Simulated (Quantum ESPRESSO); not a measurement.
# Run report: CuO, projected density-of-states run (part 2 of 3)

The same run, continued: CuO (P-6m2, 2 atoms in the cell); Kohn-Sham DFT of a periodic cell, LDA, DFT+U, SSSP 1.3 efficiency PBE, no spin polarisation (Quantum ESPRESSO 7.5); cutoff 748.31 eV, 11×11×10 k-mesh, fermi-dirac of 0.05 eV. The structure was built on a prototype by a generator; it need not be a known phase.

Geometry of the input (Å; fractional positions):
```
2.8363  0.0000  0.0000
-1.4182  2.4563  0.0000
0.0000  0.0000  2.7681
Cu 0.0000  0.0000  0.0000
O  0.6667  0.3333  0.5000
```

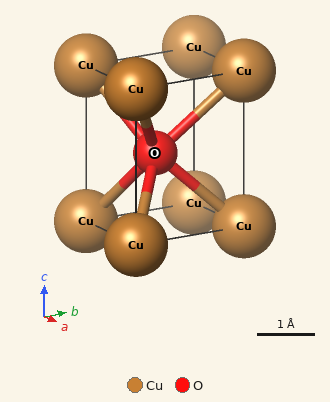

**Figure 1.** The structure as given in the input (ball-and-stick view of the cell of the calculation, seen slightly off an axis).

### The program's output, continued
```
     total energy              =    -248.60364321 Ry
     estimated scf accuracy    <       0.00000020 Ry

     iteration #  9     ecut=    55.00 Ry     beta= 0.30
     Davidson diagonalization with overlap
     ethr =  1.19E-09,  avg # of iterations =  1.2

     total energy              =    -248.60364324 Ry
     estimated scf accuracy    <          3.6E-09 Ry

     iteration # 10     ecut=    55.00 Ry     beta= 0.30
     Davidson diagonalization with overlap
     ethr =  2.14E-11,  avg # of iterations =  3.2

     total energy              =    -248.60364324 Ry
     estimated scf accuracy    <          1.0E-08 Ry

     iteration # 11     ecut=    55.00 Ry     beta= 0.30
     Davidson diagonalization with overlap
     ethr =  2.14E-11,  avg # of iterations =  1.1

     End of self-consistent calculation

     =================== HUBBARD OCCUPATIONS ===================
     ------------------------ ATOM    1 ------------------------
     Tr[ns(  1)] =   9.46940
     eigenvalues:
       0.890  0.890  0.982  0.982  0.992
     eigenvectors (columns):
       0.000 -0.000 -0.000 -0.000  1.000
      -0.132  0.991 -0.000  0.000  0.000
       0.991  0.132  0.000 -0.000 -0.000
      -0.000  0.000  0.791 -0.612  0.000
      -0.000  0.000  0.612  0.791  0.000
     occupation matrix ns (before diag.):
       0.992  0.000 -0.000  0.000  0.000
       0.000  0.890  0.000 -0.000 -0.000
      -0.000  0.000  0.890  0.000  0.000
       0.000 -0.000  0.000  0.982 -0.000
       0.000 -0.000  0.000 -0.000  0.982

     Number of occupied Hubbard levels =    9.4694

          k = 0.0000 0.0000 0.0000 (   889 PWs)   bands (ev):

    -9.4043   5.6097   5.6097   5.7560   6.9357   7.4359   7.4359   9.2351
     9.2351  10.7140  24.7421  26.1362  26.1362  28.0611  30.7165  35.8277
    35.8277  41.3836

          k = 0.0000 0.0000 0.1025 (   889 PWs)   bands (ev):

    -9.3199   5.3256   5.6565   5.6565   6.8247   7.3470   7.3470   9.2641
     9.2641  11.3113  24.0180  26.3607  26.3607  28.6251  31.0385  35.1798
    35.1798  41.3422

          k = 0.0000 0.0000 0.2049 (   888 PWs)   bands (ev):

    -9.0885   4.1836   5.7813   5.7813   6.9385   7.1429   7.1429   9.3073
     9.3073  12.5320  22.4221  27.0250  27.0250  29.9975  31.7873  33.9664
    33.9664  39.6095

          k = 0.0000 0.0000 0.3074 (   906 PWs)   bands (ev):

    -8.7765   2.9707   5.9362   5.9362   6.9383   6.9383   7.2152   9.3086
     9.3086  13.8964  20.5528  28.0942  28.0942  31.5159  32.8910  32.8910
    33.0006  36.8353

          k = 0.0000 0.0000 0.4099 (   918 PWs)   bands (ev):

    -8.4972   2.0874   6.0512   6.0512   6.8170   6.8170   7.4702   9.2730
     9.2730  15.3333  18.6901  29.4596  29.4596  32.1910  32.1910  32.3516
    34.4431  34.4432

          k = 0.0000 0.0000-0.5123 (   912 PWs)   bands (ev):

    -8.3827   1.7629   6.0877   6.0877   6.7859   6.7859   7.5732   9.2510
     9.2510  16.6785  17.1793  30.4378  30.4378  31.9378  31.9378  32.6274
    33.1368  33.1368

          k = 0.0000 0.1050 0.0000 (   895 PWs)   bands (ev):

    -9.3182   5.3353   5.6681   5.8329   6.5587   7.4264   7.8663   8.7744
     9.1435  11.3634  24.7627  24.9624  26.2474  27.9237  31.9908  35.7249
    35.8246  41.0915

          k = 0.0000 0.1050 0.1025 (   892 PWs)   bands (ev):

    -9.2360   5.3587   5.4068   5.7061   6.5750   7.3349   7.6781   8.8909
     9.1913  11.8666  24.0979  25.0825  26.4380  28.4400  32.3020  35.1374
    35.3403  40.3500

          k = 0.0000 0.1050 0.2049 (   894 PWs)   bands (ev):

    -9.0109   4.2476   5.5636   5.8032   6.7096   7.1339   7.4249   9.0214
     9.2784  12.9643  22.5080  25.6220  26.9897  29.6176  32.8833  33.8909
    34.7089  38.2320

          k = 0.0000 0.1050 0.3074 (   901 PWs)   bands (ev):

    -8.7081   3.0734   5.7673   5.9101   6.7925   6.9515   7.3713   9.0608
     9.3298  14.2272  20.6678  26.4894  27.8208  30.6058  32.8449  33.2843
    34.7700  36.4451

          k = 0.0000 0.1050 0.4099 (   906 PWs)   bands (ev):

    -8.4380   2.2166   5.9261   5.9712   6.7487   6.8630   7.5241   9.0309
     9.3349  15.5520  18.8795  27.6101  28.6974  30.2669  32.2920  33.4408
    35.1968  35.6870

          k = 0.0000 0.1050-0.5123 (   902 PWs)   bands (ev):

    -8.3275   1.9019   5.9814   5.9847   6.7261   6.8465   7.6119   9.0051
     9.3288  16.6262  17.6278  28.5505  29.1098  29.4588  32.2239  33.2385
    34.7596  35.5579

          k = 0.0000 0.2099 0.0000 (   899 PWs)   bands (ev):

    -9.0777   4.6550   5.8325   5.9719   6.0966   7.4009   8.2025   8.4713
     8.8957  12.4651  22.8458  25.1045  26.4861  27.5996  32.8041  36.0243
    37.0375  39.7408

          k = 0.0000 0.2099 0.1025 (   898 PWs)   bands (ev):

    -9.0019   4.7245   5.4277   5.8399   6.3174   7.3090   8.0451   8.4983
     8.9934  12.8995  22.9078  24.4713  26.5751  27.8574  33.2563  35.2715
    36.6646  39.2103

          k = 0.0000 0.2099 0.2049 (   895 PWs)   bands (ev):

    -8.7948   4.3585   5.0262   5.8439   6.5035   7.1392   7.7201   8.6064
     9.1931  13.8469  22.4779  23.7205  26.8032  28.4833  33.5720  34.0686
    36.2876  38.5651

          k = 0.0000 0.2099 0.3074 (   904 PWs)   bands (ev):

    -8.5185   3.3364   5.2910   5.8130   6.6233   7.0318   7.5544   8.6486
     9.3716  14.8945  20.9225  24.1945  27.0596  28.7328  33.1316  33.2607
    36.9854  38.4899

          k = 0.0000 0.2099 0.4099 (   903 PWs)   bands (ev):

    -8.2747   2.5646   5.5294   5.7589   6.6344   7.0095   7.6156   8.5956
     9.4793  15.8780  19.4468  25.0452  27.2226  27.9793  33.0187  33.0606
    38.1553  38.2405

          k = 0.0000 0.2099-0.5123 (   898 PWs)   bands (ev):

    -8.1757   2.2796   5.6210   5.7324   6.6232   7.0134   7.6908   8.5447
     9.5134  16.4335  18.7008  25.7181  27.2200  27.2685  33.0465  33.0944
    37.5015  39.0163

          k = 0.0000 0.3149 0.0000 (   899 PWs)   bands (ev):

    -8.7394   3.8044   5.7325   6.0746   6.0808   7.3677   7.8770   8.5569
     9.0222  13.5795  21.0215  25.2543  26.6596  27.2651  32.5909  36.8136
    37.8145  39.3614

          k = 0.0000 0.3149 0.1025 (   889 PWs)   bands (ev):

    -8.6729   3.8871   5.3809   6.0157   6.2341   7.3011   7.8625   8.7191
     8.8256  13.9636  21.0053  24.8082  26.6020  27.0997  33.3440  35.9737
    36.5159  40.5781

          k = 0.0000 0.3149 0.2049 (   898 PWs)   bands (ev):

    -8.4927   4.0261   4.7579   5.8536   6.4231   7.2210   7.7284   8.5911
     9.0584  14.7548  20.9169  23.6975  26.4156  27.1914  33.3345  34.9048
    36.7368  41.7591

          k = 0.0000 0.3149 0.3074 (   900 PWs)   bands (ev):

    -8.2552   3.6027   4.6834   5.6534   6.5633   7.2082   7.5902   8.4873
     9.3949  15.4677  20.5935  22.9719  26.1177  27.0049  32.6770  34.3522
    38.5872  42.0516

          k = 0.0000 0.3149 0.4099 (   897 PWs)   bands (ev):

    -8.0493   3.0075   4.9182   5.4983   6.6168   7.2298   7.6525   8.3540
     9.6316  15.8856  20.1004  23.0598  25.8295  26.1922  32.7710  34.2519
    40.4898  41.0549

          k = 0.0000 0.3149-0.5123 (   904 PWs)   bands (ev):

    -7.9671   2.7747   5.0186   5.4410   6.6264   7.2425   7.7597   8.2436
     9.7162  16.0095  19.8812  23.3207  25.6440  25.7102  32.9295  34.2842
    40.6119  41.6433

          k = 0.0000 0.4199 0.0000 (   887 PWs)   bands (ev):

    -8.4003   3.0495   5.4863   6.0828   6.3467   7.3374   7.7989   8.2084
     9.4400  14.6116  19.5175  25.1469  26.6844  27.0446  32.8576  36.2520
    38.3644  39.4151

          k = 0.0000 0.4199 0.1025 (   898 PWs)   bands (ev):

    -8.3443   3.1431   5.2651   6.1714   6.2213   7.3508   7.7538   8.4267
     9.2043  14.9605  19.3977  25.0049  26.4953  26.5145  33.6065  35.6175
    37.2074  40.8803

          k = 0.0000 0.4199 0.2049 (   896 PWs)   bands (ev):

    -8.1930   3.3728   4.7996   5.8223   6.4526   7.3831   7.6172   8.8221
     8.8963  15.5849  19.1847  24.1826  25.9837  26.1757  32.9233  36.2198
    37.3548  42.5182

          k = 0.0000 0.4199 0.3074 (   897 PWs)   bands (ev):

    -7.9965   3.5315   4.3752   5.4962   6.6569   7.4218   7.5193   8.5604
     9.3833  15.7816  19.3497  23.1820  25.3301  25.8317  32.3535  35.7731
    40.0984  43.2109

          k = 0.0000 0.4199 0.4099 (   904 PWs)   bands (ev):

    -7.8286   3.3429   4.3419   5.2774   6.7946   7.4531   7.6214   8.3251
     9.7423  15.5101  20.0634  22.3189  24.7923  25.1897  32.5935  35.6709
    42.0035  43.2017

          k = 0.0000 0.4199-0.5123 (   902 PWs)   bands (ev):

    -7.7621   3.2010   4.3947   5.2010   6.8478   7.4651   7.7816   8.1416
     9.8749  15.3355  20.6793  21.7384  24.5858  24.8676  32.8250  35.6729
    41.9124  44.0024

          k = 0.0000 0.5249 0.0000 (   893 PWs)   bands (ev):

    -8.1838   2.6058   5.3624   6.0355   6.5560   7.3195   7.8318   7.9591
     9.6653  15.4070  18.4830  24.9626  26.6459  26.9553  33.4153  35.3873
    39.1915  40.2309

          k = 0.0000 0.5249 0.1025 (   893 PWs)   bands (ev):

    -8.1349   2.7055   5.1856   6.1970   6.2556   7.4448   7.7614   8.2019
     9.4229  15.7848  18.2414  24.9509  26.3431  26.3855  33.6695  35.5354
    38.2125  41.0179

          k = 0.0000 0.5249 0.2049 (   893 PWs)   bands (ev):

    -8.0036   2.9630   4.8138   5.7894   6.4976   7.5297   7.5824   8.7677
     8.9941  16.3602  17.8653  24.4337  25.7110  25.7278  32.6117  37.3276
    38.1898  42.2581

          k = 0.0000 0.5249 0.3074 (   899 PWs)   bands (ev):

    -7.8340   3.2595   4.3806   5.4023   6.8051   7.4642   7.5709   8.6552
     9.3583  15.8611  18.5217  23.4113  24.8925  25.3738  32.1686  36.8884
    41.3069  43.1823

          k = 0.0000 0.5249 0.4099 (   903 PWs)   bands (ev):

    -7.6893   3.4205   4.0751   5.1536   7.0703   7.5552   7.5951   8.3527
     9.7965  15.0679  19.6963  22.2530  24.2405  24.9278  32.5056  36.7289
    41.8011  45.0114

          k = 0.0000 0.5249-0.5123 (   902 PWs)   bands (ev):

    -7.6319   3.4213   4.0090   5.0681   7.1843   7.6035   7.7268   8.1275
     9.9595  14.7380  20.9342  21.0181  23.9932  24.7364  32.7793  36.6949
    41.5032  45.8446

          k = 0.0909 0.1575 0.0000 (   899 PWs)   bands (ev):

    -9.1547   4.8815   5.7600   5.9390   6.2141   7.4042   8.3136   8.3345
     8.9611  12.1744  23.4372  24.9543  26.4187  27.6980  33.0362  35.1582
    37.0101  39.7173

          k = 0.0909 0.1575 0.1025 (   893 PWs)   bands (ev):

    -9.0768   4.9546   5.4076   5.7809   6.3794   7.3068   8.0156   8.5200
     9.0521  12.6209  23.5098  24.4065  26.2525  28.3351  33.1155  34.7942
    36.6324  39.5753

          k = 0.0909 0.1575 0.2049 (   896 PWs)   bands (ev):

    -8.8638   4.3458   5.1832   5.8192   6.5581   7.1217   7.6813   8.6723
     9.2230  13.6025  22.6227  24.1387  26.5080  29.4854  32.1888  35.0797
    36.2422  37.7521

          k = 0.0909 0.1575 0.3074 (   903 PWs)   bands (ev):

    -8.5790   3.2582   5.4462   5.8368   6.6674   6.9959   7.5297   8.7288
     9.3630  14.7142  20.8811  24.7899  26.9915  30.0120  31.4481  35.1393
    36.2413  36.8072

          k = 0.0909 0.1575 0.4099 (   907 PWs)   bands (ev):

    -8.3267   2.4560   5.6502   5.8374   6.6585   6.9654   7.5979   8.6922
     9.4384  15.8126  19.2740  25.7224  27.4181  28.7257  32.2778  34.3236
    35.9750  37.6558

          k = 0.0909 0.1575-0.5123 (   902 PWs)   bands (ev):

    -8.2240   2.1609   5.7031   5.8553   6.6396   6.9674   7.6688   8.6541
     9.4598  16.5070  18.3866  26.4970  27.5859  27.7620  32.7649  33.8562
    35.6826  38.1112

          k = 0.0909 0.2624 0.0000 (   890 PWs)   bands (ev):

    -8.8641   4.1625   5.8546   5.8752   6.1130   7.3632   7.9388   8.6467
     8.8494  13.2497  21.7665  24.8649  26.7972  27.3975  33.1530  35.2945
    37.7825  39.5039

          k = 0.0909 0.2624 0.1025 (   897 PWs)   bands (ev):

    -8.7941   4.2479   5.3927   5.8642   6.3027   7.2682   7.9906   8.5488
     8.8777  13.6387  21.8136  24.6640  25.7319  28.3628  32.8745  35.0825
    37.8599  39.6811

          k = 0.0909 0.2624 0.2049 (   901 PWs)   bands (ev):

    -8.6037   4.3242   4.7107   5.7926   6.4725   7.1579   7.8666   8.4146
     9.1294  14.4666  21.8468  23.4107  25.6480  28.9815  31.7948  35.8877
    36.9888  40.0209

          k = 0.0909 0.2624 0.3074 (   902 PWs)   bands (ev):

    -8.3516   3.5439   4.8893   5.6798   6.5764   7.1421   7.6675   8.4170
     9.3957  15.3028  21.0847  22.9966  25.9087  28.1801  32.0815  35.2394
    37.4925  40.0118

          k = 0.0909 0.2624 0.4099 (   900 PWs)   bands (ev):

    -8.1316   2.8570   5.1246   5.6164   6.5888   7.1711   7.6744   8.3506
     9.5807  15.9485  19.9895  23.5122  26.0812  26.8344  33.0868  34.4622
    37.6993  40.5875

          k = 0.0909 0.2624-0.5123 (   898 PWs)   bands (ev):

    -8.0432   2.6004   5.1922   5.6221   6.5759   7.1874   7.7399   8.2838
     9.6459  16.2203  19.5239  23.9359  26.1111  26.1393  33.7439  33.9803
    37.6376  41.0471

          k = 0.0909 0.3674 0.0000 (   893 PWs)   bands (ev):

    -8.5224   3.4146   5.5794   5.9035   6.3401   7.3177   7.7414   8.2954
     9.3167  14.3562  20.2488  24.4833  27.1794  27.2938  32.8561  35.9993
    36.5429  40.6946

          k = 0.0909 0.3674 0.1025 (   891 PWs)   bands (ev):

    -8.4624   3.5085   5.2956   5.8920   6.3772   7.2697   7.7968   8.4243
     9.1176  14.6863  20.2067  24.5704  25.6254  28.0989  32.7874  35.5138
    37.4948  40.1463

          k = 0.0909 0.3674 0.2049 (   895 PWs)   bands (ev):

    -8.3002   3.7298   4.7295   5.7072   6.4842   7.2885   7.7627   8.5103
     9.0506  15.3185  20.1218  23.8996  24.9033  27.7437  32.4274  36.1842
    37.6182  41.4045

          k = 0.0909 0.3674 0.3074 (   899 PWs)   bands (ev):

    -8.0884   3.7001   4.3887   5.4878   6.5997   7.3616   7.6529   8.3803
     9.3945  15.7231  20.1396  22.7499  25.0371  26.5880  32.8097  35.4827
    39.3270  42.0942

          k = 0.0909 0.3674 0.4099 (   902 PWs)   bands (ev):

    -7.9067   3.2587   4.5187   5.3804   6.6557   7.4203   7.6904   8.2254
     9.6965  15.7578  20.3696  22.0848  25.0345  25.5081  33.4931  35.0517
    40.2103  42.4752

          k = 0.0909 0.3674-0.5123 (   902 PWs)   bands (ev):

    -7.8347   3.0626   4.5782   5.3687   6.6668   7.4432   7.8010   8.0918
     9.8114  15.7049  20.5526  21.8448  25.0309  25.0452  33.8045  34.9454
    40.4676  42.2777

          k = 0.0909 0.4724 0.0000 (   896 PWs)   bands (ev):

    -8.2402   2.8551   5.4109   5.8399   6.5679   7.2827   7.7170   7.9924
     9.6316  15.3818  18.9894  24.0634  27.0956  27.5868  33.1331  34.7511
    38.1147  40.3751

          k = 0.0909 0.4724 0.1025 (   900 PWs)   bands (ev):

    -8.1893   2.9538   5.2015   5.8607   6.4510   7.3584   7.7526   8.1570
     9.4061  15.6851  18.8369  24.1486  26.0148  27.5889  33.2258  35.2401
    38.2829  40.1997

          k = 0.0909 0.4724 0.2049 (   894 PWs)   bands (ev):

    -8.0523   3.2035   4.7853   5.6085   6.5373   7.4420   7.6792   8.5630
     9.0814  16.1348  18.6084  24.2037  24.6806  26.7385  32.9099  36.6315
    38.4346  41.8125

          k = 0.0909 0.4724 0.3074 (   890 PWs)   bands (ev):

    -7.8750   3.4533   4.3301   5.3309   6.7296   7.4879   7.6315   8.5170
     9.3578  15.9237  18.9384  23.2059  24.4614  25.6711  33.0222  36.2619
    40.9560  42.8658

          k = 0.0909 0.4724 0.4099 (   900 PWs)   bands (ev):

    -7.7238   3.4608   4.1018   5.2056   6.8710   7.5506   7.7194   8.2687
     9.7588  15.3366  19.7678  22.0212  24.3539  24.9693  33.4437  36.0270
    42.2436  43.0636

          k = 0.0909 0.4724-0.5123 (   904 PWs)   bands (ev):

    -7.6640   3.3755   4.0827   5.1832   6.9235   7.5999   7.8888   8.0363
     9.9179  15.0627  20.5927  21.0726  24.3295  24.7060  33.6807  35.9769
    42.0731  43.7484

          k = 0.0909 0.5774 0.0000 (   890 PWs)   bands (ev):

    -8.1297   2.6468   5.3544   5.7990   6.6748   7.2697   7.7462   7.8466
     9.7426  15.9340  18.3610  23.8876  27.0857  27.6514  33.4531  34.2974
    39.1078  40.2275

          k = 0.0909 0.5774 0.1025 (   895 PWs)   bands (ev):

    -8.0825   2.7472   5.1656   5.8366   6.4708   7.4449   7.7627   8.0098
     9.5152  16.2856  18.1037  23.9671  26.2757  27.2811  33.4317  35.2397
    38.6115  40.5479

          k = 0.0909 0.5774 0.2049 (   891 PWs)   bands (ev):

    -7.9560   3.0041   4.8023   5.5653   6.5612   7.5121   7.6675   8.5416
     9.1317  16.7390  17.7386  24.0789  24.9338  26.3149  33.0118  37.1538
    38.6034  42.0559

          k = 0.0909 0.5774 0.3074 (   893 PWs)   bands (ev):

    -7.7923   3.2938   4.3635   5.2701   6.8123   7.4721   7.6777   8.6051
     9.3289  15.9686  18.4794  23.3875  24.2502  25.4177  33.0284  36.7068
    41.7631  43.0649

          k = 0.0909 0.5774 0.4099 (   891 PWs)   bands (ev):

    -7.6525   3.4603   4.0050   5.1417   7.0154   7.5295   7.7723   8.3207
     9.7750  15.0953  19.4641  22.0585  24.1219  24.9048  33.4040  36.4497
    42.2421  44.5726

          k = 0.0909 0.5774-0.5123 (   892 PWs)   bands (ev):

    -7.5970   3.4769   3.8941   5.1160   7.0930   7.6037   7.9672   8.0294
     9.9539  14.7405  20.1970  21.1718  24.0895  24.7138  33.6406  36.3813
    41.9543  45.5748

          k = 0.1818 0.3149 0.0000 (   890 PWs)   bands (ev):

    -8.5678   3.6285   5.6245   5.7401   6.3627   7.2924   7.6885   8.3060
     9.2778  14.3294  20.6974  23.9431  27.2693  27.6378  33.2765  35.2585
    35.6430  41.8640

          k = 0.1818 0.3149 0.1025 (   900 PWs)   bands (ev):

    -8.5063   3.7298   5.2749   5.7388   6.4458   7.2109   7.8366   8.3503
     9.1085  14.6398  20.7204  24.0624  25.3958  29.2162  31.7191  35.7059
    37.3368  40.7306

          k = 0.1818 0.3149 0.2049 (   900 PWs)   bands (ev):

    -8.3400   3.9887   4.6091   5.6035   6.5197   7.2497   7.9765   8.2243
     9.1005  15.2498  20.7931  23.4454  24.4574  28.8495  31.3864  36.8548
    38.2290  40.2906

          k = 0.1818 0.3149 0.3074 (   897 PWs)   bands (ev):

    -8.1224   3.7977   4.3781   5.4506   6.5837   7.3526   7.8549   8.1395
     9.4004  15.7078  20.8653  22.1283  24.8132  27.0146  32.7706  36.7729
    37.7801  41.5833

          k = 0.1818 0.3149 0.4099 (   899 PWs)   bands (ev):

    -7.9355   3.2282   4.5760   5.4400   6.5990   7.4247   7.7812   8.0935
     9.6754  15.8717  20.6979  21.6979  25.0744  25.6671  34.0392  35.9731
    37.6678  42.6594

          k = 0.1818 0.3149-0.5123 (   896 PWs)   bands (ev):
```
